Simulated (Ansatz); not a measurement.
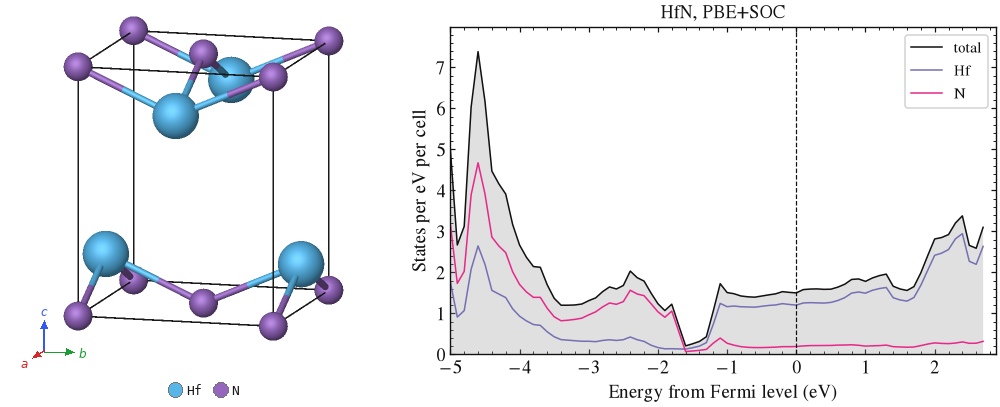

Density of states, beside the structure. Energies are counted from the Fermi level. The partial curves are projected on Löwdin-orthogonalised atomic shells.

System: HfN, space group P4/nmm, 4 atoms in the cell, PbO type.

```
Hf N
1.0
     3.85671    0.00000    0.00000
     0.00000    3.85671    0.00000
     0.00000    0.00000    4.81847
Hf N
2 2
Direct
  0.50000 0.00000 0.17687
  0.00000 0.50000 0.82313
  0.00000 0.00000 0.00000
  0.50000 0.50000 0.00000
```

Computed with Ansatz 0.2.0: DFT PBE, spin-orbit coupling, plane waves, PAW, 10×10×8 k mesh.

What is the density of states at the Fermi level?

It is a metal. The density of states at the Fermi level is about 1.5 per eV and cell (mean within 0.25 eV), or 0.39 per atom.

Where is the tallest peak in the window, and which states make it?

The tallest peak in the window is at −4.6 eV; by projected weight it is N (65 %) and Hf (35 %).

The structure was built from a prototype or by substitution, so it need not be a known phase.
